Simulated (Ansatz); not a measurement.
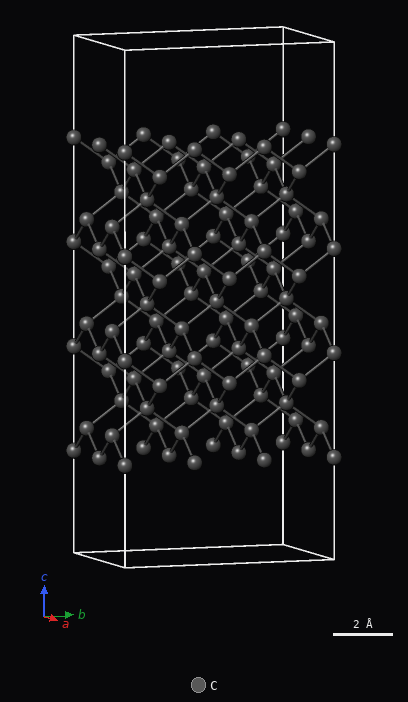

The structure as given in the input (ball-and-stick view of the 2 × 3 repeat of the cell, with the vacuum cut short, seen slightly off an axis). An atom can appear more than once, as a periodic image. Near neighbours in the periodic cell (some may lie outside the picture): C has 2 C at 1.55 Å; C has 4 C at 1.55 Å.

Geometry relaxation, with input and output: C (part 1 of 2)

- system: C (slab, 13 atoms in the cell)
- method: DFT PBE, scalar-relativistic, plane waves, PAW, no spin polarisation (Ansatz 0.2.0)

The structure derives from an entry of the Crystallography Open Database. It belongs to a series of runs on one base structure; here: (1 0 0) slab, atoms relaxed.

### The program's output
```
Engine: ansatz 0.2.0, x86_64-unknown-linux-gnu
Pseudopotentials: kind: paw
Pseudopotential: C, paw, valence charge 4, recommended cutoff 420 eV (normal), C.paw.azcp
Functional definition: PBE
  parameter kappa = 0.804
  parameter beta = 0.06672455060314922
  exchange = pbe_x(kappa = kappa, mu = beta*pi^2/3)
  correlation = pbe_c(beta = beta)
Crystal: 13 atoms, lattice volume = 163.999 Å³
Basis set: ecut = 420 eV, 3197 PW (Γ), exchange–correlation on 36×36×360 points (8 copies of the dense FFT grid, shifted against one another)
Bands: 39, of which v1, the nominal top of the filled ones, is band 26 counted from 1 (25 counted from 0)
Symmetry: 4 space group operations
k-points: 36 of 100
Non-local potential: C, projectors of the file, l = 0: 2, l = 1: 2, l = 2: 1
PAW form: soft (Blöchl's): semilocal exchange-correlation on the pseudo side does not see the compensation charge
PAW one-centre angular grid: C, 110 points (default); XC on 64 Gauss nodes
Initial density: superposition of atomic densities (neutral atoms: chi_scale 0, normalization atom), corrected by the library's trained network
Initial wavefunctions: pseudopotential atomic-orbital guess
Functional: x = pbe(κ = 0.804, μ = 0.2195149727645171), c = pbe(β = 0.06672455060314922)
SCF iter   1: F=—  HF=-3253.566539 eV  |F-HF|=—  |Δ(HF+E_count)|=         —  Δρ=5.87e-3  dr2=4.51e-1  ethr=1.77e-3  p=0.000 e·Å  D=1.92e-13 V/Å  ΔV_dip=-0.00 eV  dr2_dipole=5.87e-6  V_vac-E_F(+/−)=7.22/7.22 eV  ⟨swp⟩=7.7  Hψ=8102  notcnv=0  defer=110
efield: sawtooth ramp at fractional position 0.9800 (placed from the atoms, in the widest stretch of the axis that holds none; the zero of the levels goes with the place), width 0.0400; the density the first Hamiltonian is built on has a dipole p = 0.000 e·Å; the dipole correction subtracts the counter field D = 1.92e-13 V/Å, which shifts the + side's vacuum level by -0.00 eV against the − side's; the planar-averaged density in the ramp window peaks in size at 2.2e-5 e/Å³
preconditioner: auto → LDOS  [insulator: Δε(μ)=0.076 eV  Ē_g=15.562 eV  σ=0.050 eV  W_gap=0.67  n_scr=18 (ndim 8)  ℏωp=20.9 eV  f_vac=0.470  D(μ)=1.90/eV (n_scr^D=10)  ε∞_Penn≈2.8  β→1.0]
SCF iter   2: F=—  HF=-3253.526100 eV  |F-HF|=—  |Δ(HF+E_count)|=   4.04e-2  Δρ=2.99e-3  dr2=2.07e-2  ethr=8.66e-4  p=-0.000 e·Å  D=-4.46e-5 V/Å  ΔV_dip=0.00 eV  dr2_dipole=7.48e-6  V_vac-E_F(+/−)=7.39/7.39 eV  ⟨swp⟩=2.6  Hψ=1939  notcnv=0  defer=220
SCF iter   3: F=—  HF=-3253.520741 eV  |F-HF|=—  |Δ(HF+E_count)|=   5.36e-3  Δρ=1.06e-3  dr2=4.58e-3  ethr=3.98e-5  p=0.000 e·Å  D=7.17e-6 V/Å  ΔV_dip=-0.00 eV  dr2_dipole=1.43e-6  V_vac-E_F(+/−)=7.45/7.45 eV  ⟨swp⟩=3.2  Hψ=3138  notcnv=0  defer=226
SCF iter   4: F=—  HF=-3253.520299 eV  |F-HF|=—  |Δ(HF+E_count)|=   4.42e-4  Δρ=3.31e-4  dr2=8.20e-4  ethr=8.80e-6  p=0.000 e·Å  D=1.59e-5 V/Å  ΔV_dip=-0.00 eV  dr2_dipole=2.57e-9  V_vac-E_F(+/−)=7.48/7.48 eV  ⟨swp⟩=2.6  Hψ=2104  notcnv=0  defer=226
SCF iter   5: F=—  HF=-3253.520221 eV  |F-HF|=—  |Δ(HF+E_count)|=   7.74e-5  Δρ=1.20e-4  dr2=8.88e-5  ethr=1.58e-6  p=0.000 e·Å  D=1.31e-5 V/Å  ΔV_dip=-0.00 eV  dr2_dipole=1.80e-8  V_vac-E_F(+/−)=7.51/7.51 eV  ⟨swp⟩=2.2  Hψ=1535  notcnv=0  defer=226
iter 6 did not close the SCF: its close was put off until two iterations running show no level that it waits for move by more than its bar (scf_convergence_deferred on its scf_iter line)
SCF iter   6: F=-3253.520209 eV  HF=-3253.520211 eV  |F-HF|=2.16e-6  |Δ(HF+E_count)|=   9.89e-6  Δρ=2.88e-5  dr2=4.09e-6  ethr=1.92e-8  p=0.000 e·Å  D=8.01e-6 V/Å  ΔV_dip=-0.00 eV  dr2_dipole=1.75e-8  V_vac-E_F(+/−)=7.52/7.52 eV  ⟨swp⟩=26.0  Hψ=18253  notcnv=0
SCF iter   7: F=-3253.520211 eV  HF=-3253.520211 eV  |F-HF|=3.12e-7  |Δ(HF+E_count)|=   7.61e-7  Δρ=1.53e-5  dr2=4.03e-7  ethr=7.87e-9  p=0.000 e·Å  D=4.02e-6 V/Å  ΔV_dip=-0.00 eV  dr2_dipole=2.23e-9  V_vac-E_F(+/−)=7.53/7.53 eV  ⟨swp⟩=13.7  Hψ=13224  notcnv=0
SCF 1 converged in 7 iterations: F = -3253.520211 eV  dr2 = 4.03e-7
  greatest PAW one-centre occupation: 0.660 electrons in one spin orbital (limit 2), on the C atom at site 12 (counted from 0), in its partial waves of l = 0
relax step   1: F+E_penalty+E_count = -3253.52021097 eV  Δ(F+E_penalty+E_count) = +0.000e0 eV  max|allowed force component| = 2.365e0 eV/Å  Δτ_max = 0.0000 Å  (7 SCF iters, dr2 threshold 1.00e-5 eV, accepted)
Initial density: handed on by an earlier stage of this run
Initial wavefunctions: those handed on with the density
iter 1 solved again at ethr=6.75e-5 eV; its pass at ethr=3.10e-3 eV (dr2=3.51e-2 eV) is discarded
SCF iter   1: F=—  HF=-3253.719831 eV  |F-HF|=—  |Δ(HF+E_count)|=         —  Δρ=4.46e-3  dr2=3.46e-2  ethr=6.75e-5  p=0.000 e·Å  D=4.02e-6 V/Å  ΔV_dip=-0.00 eV  dr2_dipole=4.57e-9  V_vac-E_F(+/−)=7.46/7.46 eV  ⟨swp⟩=2.0  Hψ=5444  notcnv=0  defer=242
efield: sawtooth ramp at fractional position 0.9800 (handed on by an earlier solve), width 0.0400; the density the first Hamiltonian is built on has a dipole p = 0.000 e·Å; the dipole correction subtracts the counter field D = 4.02e-6 V/Å, which shifts the + side's vacuum level by -0.00 eV against the − side's; the planar-averaged density in the ramp window peaks in size at 9.4e-7 e/Å³
preconditioner: auto → LDOS  [metal: Δε(μ)=0.051 eV  Ē_g=15.738 eV  σ=0.050 eV  W_gap=0.43  n_scr=18 (ndim 8)  ℏωp=20.9 eV  f_vac=0.472  D(μ)=1.81/eV (n_scr^D=10)  β→1.0]
SCF iter   2: F=—  HF=-3253.714623 eV  |F-HF|=—  |Δ(HF+E_count)|=   5.21e-3  Δρ=1.66e-3  dr2=3.32e-3  ethr=6.65e-5  p=0.000 e·Å  D=1.05e-6 V/Å  ΔV_dip=-0.00 eV  dr2_dipole=5.34e-10  V_vac-E_F(+/−)=7.38/7.38 eV  ⟨swp⟩=2.0  Hψ=2099  notcnv=0  defer=242
SCF iter   3: F=—  HF=-3253.714204 eV  |F-HF|=—  |Δ(HF+E_count)|=   4.19e-4  Δρ=5.20e-4  dr2=1.07e-3  ethr=6.38e-6  p=0.000 e·Å  D=9.98e-7 V/Å  ΔV_dip=-0.00 eV  dr2_dipole=1.49e-10  V_vac-E_F(+/−)=7.40/7.40 eV  ⟨swp⟩=2.1  Hψ=2057  notcnv=0  defer=242
SCF iter   4: F=—  HF=-3253.714064 eV  |F-HF|=—  |Δ(HF+E_count)|=   1.40e-4  Δρ=2.27e-4  dr2=1.86e-4  ethr=2.06e-6  p=0.000 e·Å  D=4.31e-7 V/Å  ΔV_dip=-0.00 eV  dr2_dipole=1.44e-11  V_vac-E_F(+/−)=7.39/7.39 eV  ⟨swp⟩=2.4  Hψ=2013  notcnv=0  defer=242
SCF iter   5: F=-3253.714021 eV  HF=-3253.714038 eV  |F-HF|=1.69e-5  |Δ(HF+E_count)|=   2.62e-5  Δρ=7.73e-5  dr2=2.10e-5  ethr=1.92e-7  p=-0.000 e·Å  D=-4.11e-8 V/Å  ΔV_dip=0.00 eV  dr2_dipole=2.87e-11  V_vac-E_F(+/−)=7.38/7.38 eV  ⟨swp⟩=25.3  Hψ=18363  notcnv=0
SCF 2 converged in 5 iterations: F = -3253.714021 eV  dr2 = 2.10e-5
  greatest PAW one-centre occupation: 0.663 electrons in one spin orbital (limit 2), on the C atom at site 0 (counted from 0), in its partial waves of l = 0
relax step   2: F+E_penalty+E_count = -3253.71402074 eV  Δ(F+E_penalty+E_count) = -1.938e-1 eV  max|allowed force component| = 1.304e0 eV/Å  Δτ_max = 0.0548 Å  (5 SCF iters, dr2 threshold 1.00e-4 eV, accepted)
SCF iter   1: F=—  HF=-3253.776019 eV  |F-HF|=—  |Δ(HF+E_count)|=         —  Δρ=3.96e-3  dr2=3.56e-2  ethr=2.47e-4  p=-0.000 e·Å  D=-4.11e-8 V/Å  ΔV_dip=0.00 eV  dr2_dipole=1.19e-8  V_vac-E_F(+/−)=7.34/7.34 eV  ⟨swp⟩=4.5  Hψ=3773  notcnv=0  defer=232
efield: sawtooth ramp at fractional position 0.9800 (handed on by an earlier solve), width 0.0400; the density the first Hamiltonian is built on has a dipole p = -0.000 e·Å; the dipole correction subtracts the counter field D = -4.11e-8 V/Å, which shifts the + side's vacuum level by +0.00 eV against the − side's; the planar-averaged density in the ramp window peaks in size at 7.6e-7 e/Å³
preconditioner: auto → LDOS  [insulator: Δε(μ)=0.081 eV  Ē_g=15.761 eV  σ=0.050 eV  W_gap=0.75  n_scr=18 (ndim 8)  ℏωp=20.9 eV  f_vac=0.474  D(μ)=1.61/eV (n_scr^D=10)  ε∞_Penn≈2.8  β→1.0]
SCF iter   2: F=—  HF=-3253.769699 eV  |F-HF|=—  |Δ(HF+E_count)|=   6.32e-3  Δρ=1.87e-3  dr2=4.88e-3  ethr=6.85e-5  p=-0.000 e·Å  D=-7.54e-7 V/Å  ΔV_dip=0.00 eV  dr2_dipole=3.30e-10  V_vac-E_F(+/−)=7.26/7.26 eV  ⟨swp⟩=2.4  Hψ=2953  notcnv=0  defer=233
SCF iter   3: F=—  HF=-3253.768572 eV  |F-HF|=—  |Δ(HF+E_count)|=   1.13e-3  Δρ=4.98e-4  dr2=7.54e-4  ethr=9.38e-6  p=-0.000 e·Å  D=-4.09e-7 V/Å  ΔV_dip=0.00 eV  dr2_dipole=1.63e-11  V_vac-E_F(+/−)=7.28/7.28 eV  ⟨swp⟩=2.3  Hψ=2234  notcnv=0  defer=233
SCF iter   4: F=—  HF=-3253.768473 eV  |F-HF|=—  |Δ(HF+E_count)|=   9.91e-5  Δρ=1.86e-4  dr2=9.58e-5  ethr=1.92e-7  p=-0.000 e·Å  D=-8.57e-8 V/Å  ΔV_dip=0.00 eV  dr2_dipole=2.46e-10  V_vac-E_F(+/−)=7.27/7.27 eV  ⟨swp⟩=25.2  Hψ=19054  notcnv=0
SCF iter   5: F=-3253.768457 eV  HF=-3253.768460 eV  |F-HF|=3.51e-6  |Δ(HF+E_count)|=   1.24e-5  Δρ=6.38e-5  dr2=8.19e-6  ethr=1.84e-7  p=-0.000 e·Å  D=-1.74e-8 V/Å  ΔV_dip=0.00 eV  dr2_dipole=5.95e-11  V_vac-E_F(+/−)=7.27/7.27 eV  ⟨swp⟩=19.5  Hψ=16564  notcnv=0
SCF 3 converged in 5 iterations: F = -3253.768457 eV  dr2 = 8.19e-6
  greatest PAW one-centre occupation: 0.665 electrons in one spin orbital (limit 2), on the C atom at site 12 (counted from 0), in its partial waves of l = 0
relax step   3: F+E_penalty+E_count = -3253.76845688 eV  Δ(F+E_penalty+E_count) = -5.444e-2 eV  max|allowed force component| = 1.113e-1 eV/Å  Δτ_max = 0.0254 Å  (5 SCF iters, dr2 threshold 1.00e-4 eV, accepted)
SCF iter   1: F=—  HF=-3253.768763 eV  |F-HF|=—  |Δ(HF+E_count)|=         —  Δρ=6.71e-4  dr2=4.13e-4  ethr=3.29e-5  p=-0.000 e·Å  D=-1.74e-8 V/Å  ΔV_dip=0.00 eV  dr2_dipole=2.77e-10  V_vac-E_F(+/−)=7.27/7.27 eV  ⟨swp⟩=2.6  Hψ=2919  notcnv=0  defer=223
efield: sawtooth ramp at fractional position 0.9800 (handed on by an earlier solve), width 0.0400; the density the first Hamiltonian is built on has a dipole p = -0.000 e·Å; the dipole correction subtracts the counter field D = -1.74e-8 V/Å, which shifts the + side's vacuum level by +0.00 eV against the − side's; the planar-averaged density in the ramp window peaks in size at 7.8e-7 e/Å³
preconditioner: auto → LDOS  [insulator: Δε(μ)=0.054 eV  Ē_g=15.767 eV  σ=0.050 eV  W_gap=0.54  n_scr=18 (ndim 8)  ℏωp=20.9 eV  f_vac=0.474  D(μ)=1.75/eV (n_scr^D=10)  ε∞_Penn≈2.8  β→1.0]
SCF iter   2: F=—  HF=-3253.768796 eV  |F-HF|=—  |Δ(HF+E_count)|=   3.31e-5  Δρ=2.43e-4  dr2=1.30e-4  ethr=7.93e-7  p=-0.000 e·Å  D=-3.12e-7 V/Å  ΔV_dip=0.00 eV  dr2_dipole=1.14e-10  V_vac-E_F(+/−)=7.27/7.27 eV  ⟨swp⟩=3.4  Hψ=3461  notcnv=0  defer=225
SCF iter   3: F=—  HF=-3253.768761 eV  |F-HF|=—  |Δ(HF+E_count)|=   3.49e-5  Δρ=7.77e-5  dr2=9.96e-6  ethr=2.51e-7  p=-0.000 e·Å  D=-1.11e-7 V/Å  ΔV_dip=0.00 eV  dr2_dipole=2.43e-11  V_vac-E_F(+/−)=7.26/7.26 eV  ⟨swp⟩=2.0  Hψ=2029  notcnv=0  defer=225
SCF iter   4: F=-3253.768759 eV  HF=-3253.768759 eV  |F-HF|=2.03e-8  |Δ(HF+E_count)|=   1.81e-6  Δρ=1.47e-5  dr2=3.18e-7  ethr=1.49e-9  p=-0.000 e·Å  D=-1.04e-7 V/Å  ΔV_dip=0.00 eV  dr2_dipole=3.37e-14  V_vac-E_F(+/−)=7.26/7.26 eV  ⟨swp⟩=19.7  Hψ=15728  notcnv=0
SCF 4 converged in 4 iterations: F = -3253.768759 eV  dr2 = 3.18e-7
  greatest PAW one-centre occupation: 0.665 electrons in one spin orbital (limit 2), on the C atom at site 0 (counted from 0), in its partial waves of l = 0
relax step   4: F+E_penalty+E_count = -3253.76875920 eV  Δ(F+E_penalty+E_count) = -3.023e-4 eV  max|allowed force component| = 6.109e-2 eV/Å  Δτ_max = 0.0045 Å  (4 SCF iters, dr2 threshold 7.75e-7 eV, accepted)
SCF iter   1: F=—  HF=-3253.768790 eV  |F-HF|=—  |Δ(HF+E_count)|=         —  Δρ=1.98e-4  dr2=3.95e-5  ethr=7.23e-7  p=-0.000 e·Å  D=-1.04e-7 V/Å  ΔV_dip=0.00 eV  dr2_dipole=1.28e-11  V_vac-E_F(+/−)=7.27/7.27 eV  ⟨swp⟩=2.0  Hψ=2868  notcnv=0
efield: sawtooth ramp at fractional position 0.9800 (handed on by an earlier solve), width 0.0400; the density the first Hamiltonian is built on has a dipole p = -0.000 e·Å; the dipole correction subtracts the counter field D = -1.04e-7 V/Å, which shifts the + side's vacuum level by +0.00 eV against the − side's; the planar-averaged density in the ramp window peaks in size at 6.7e-7 e/Å³
preconditioner: auto → LDOS  [insulator: Δε(μ)=0.056 eV  Ē_g=15.764 eV  σ=0.050 eV  W_gap=0.56  n_scr=18 (ndim 8)  ℏωp=20.9 eV  f_vac=0.474  D(μ)=1.74/eV (n_scr^D=10)  ε∞_Penn≈2.8  β→1.0]
SCF iter   2: F=—  HF=-3253.768869 eV  |F-HF|=—  |Δ(HF+E_count)|=   7.90e-5  Δρ=7.65e-5  dr2=1.42e-5  ethr=7.60e-8  p=0.000 e·Å  D=3.73e-8 V/Å  ΔV_dip=-0.00 eV  dr2_dipole=2.00e-11  V_vac-E_F(+/−)=7.26/7.26 eV  ⟨swp⟩=3.2  Hψ=3441  notcnv=0  defer=14
SCF iter   3: F=—  HF=-3253.768865 eV  |F-HF|=—  |Δ(HF+E_count)|=   3.30e-6  Δρ=2.15e-5  dr2=9.17e-7  ethr=2.72e-8  p=-0.000 e·Å  D=-1.65e-8 V/Å  ΔV_dip=0.00 eV  dr2_dipole=2.03e-12  V_vac-E_F(+/−)=7.26/7.26 eV  ⟨swp⟩=2.0  Hψ=2004  notcnv=0  defer=14
SCF iter   4: F=-3253.768865 eV  HF=-3253.768865 eV  |F-HF|=1.34e-8  |Δ(HF+E_count)|=   7.06e-8  Δρ=4.61e-6  dr2=3.93e-8  ethr=1.92e-10  p=-0.000 e·Å  D=-8.84e-10 V/Å  ΔV_dip=0.00 eV  dr2_dipole=1.87e-14  V_vac-E_F(+/−)=7.26/7.26 eV  ⟨swp⟩=16.6  Hψ=14012  notcnv=0
SCF 5 converged in 4 iterations: F = -3253.768865 eV  dr2 = 3.93e-8
relax step   5: F+E_penalty+E_count = -3253.76886538 eV  Δ(F+E_penalty+E_count) = -1.062e-4 eV  max|allowed force component| = 1.073e-3 eV/Å  Δτ_max = 0.0014 Å  (4 SCF iters, accepted)
```

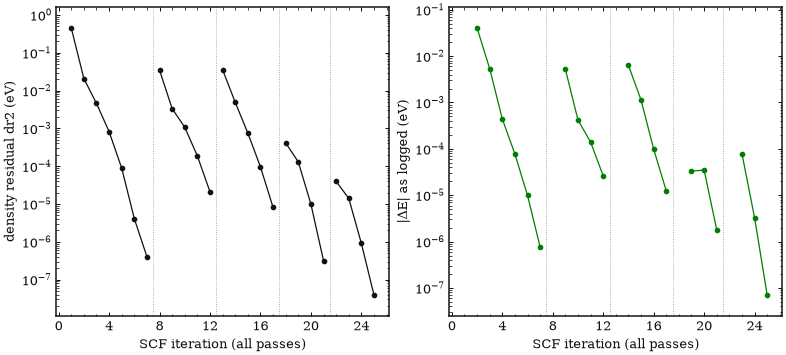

Convergence of the self-consistent field: density residual dr2 and size of the energy change against the SCF iteration. The dotted lines part the SCF passes of the relaxation: geometry steps, rejected trials and re-solves on a re-selected basis. The 5 passes take 4 to 7 iterations each, 25 in all.

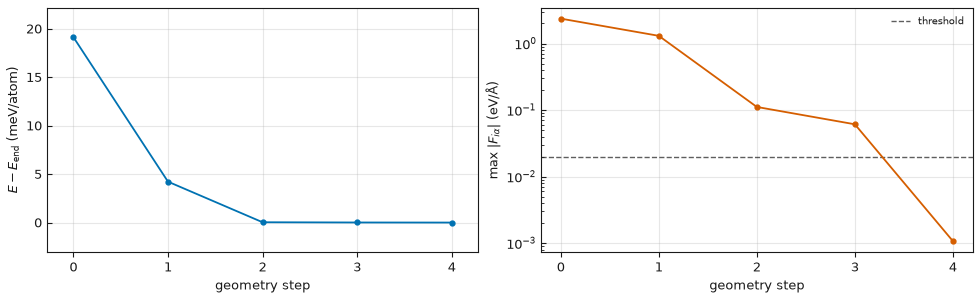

Progress of the relaxation, step by step (the first geometry is step 0 here and step 1 in the log).

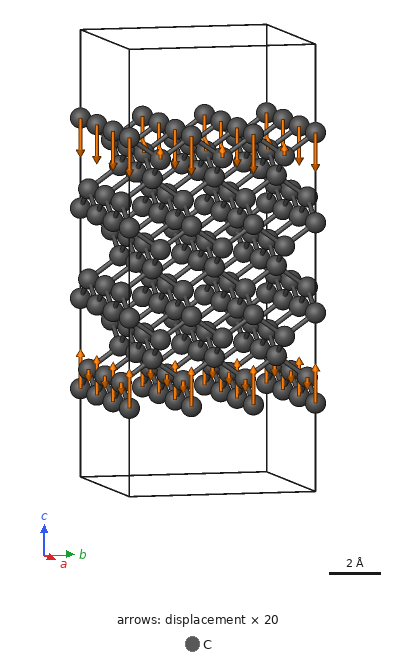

The starting structure with the displacements as orange arrows, magnified 20 times (ball-and-stick view of the 3 × 3 repeat of the cell, with the vacuum cut short, seen slightly off an axis). After 4 geometry steps the energy has fallen by 19.1 meV per atom. The largest force component goes from 2.4 to 0.0011 eV/Å. The largest moves, 0.080 Å, are those of C1 and C13. The lattice vectors keep their values. Among the contacts that change: C12–C13 1.546 → 1.488 Å, C11–C12 1.546 → 1.567 Å, C10–C11 1.546 → 1.540 Å. Among the angles that change: C13–C12–C13 109.5° → 116.2°, C11–C12–C11 109.5° → 107.4°. (Atoms are counted from 1 in the order of the input.)
